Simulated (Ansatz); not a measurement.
```
Bi
1.0
     3.88228    0.00000    0.00000
     0.00000    3.88228    0.00000
     0.00000    0.00000    3.88228
Bi
2
Direct
  0.00000 0.00000 0.00000
  0.50000 0.50000 0.50000
```

Space group Im-3m; a structure from a database of computed crystals, not necessarily the ambient phase; computed without spin polarisation.

Level of theory: DFT LDA, scalar-relativistic, plane waves, PAW in Ansatz 0.2.0.

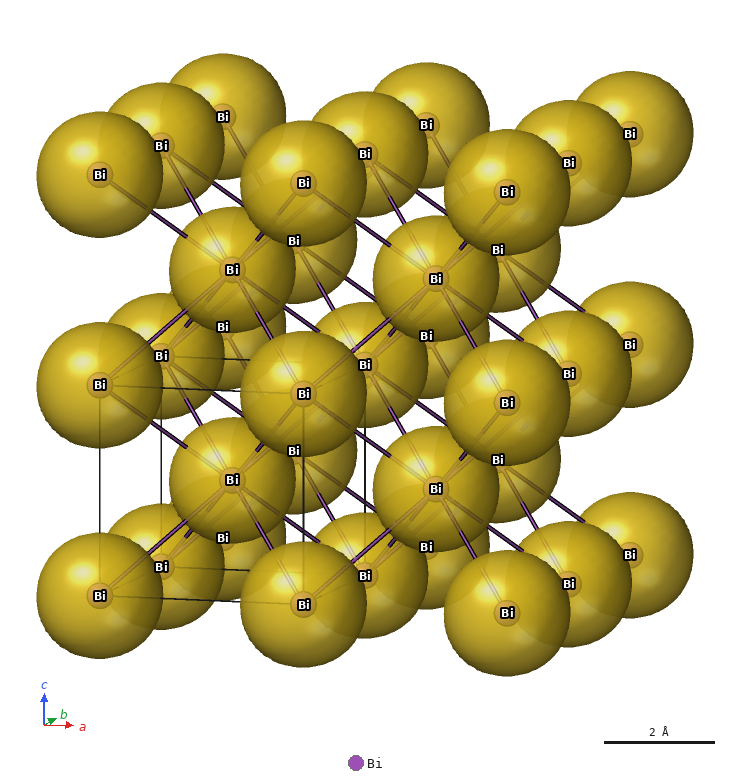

Bi. Isosurface of the valence pseudo-density at 0.4 e/Å³ (yellow), seen slightly off an axis. Sticks mark near contacts.

Core electrons are frozen (PAW), and the valence fields are smoothed inside the atomic spheres.

Q: Which contacts does the surface bridge?

A: At this value the density breaks into separate islands; it holds about 75 % of the electrons treated as valence (semicore included). It bridges none of the near contacts. It is pinched off along the sampled Bi–Bi (3.36 Å) contacts. On the grid the lowest density along these lines, outside the cores, is 0.17 e/Å³ (Bi–Bi, 3.36 Å).

Q: Does the calculation make it a metal, or give it a gap?

A: It is gapless in this calculation (a metal or semimetal).
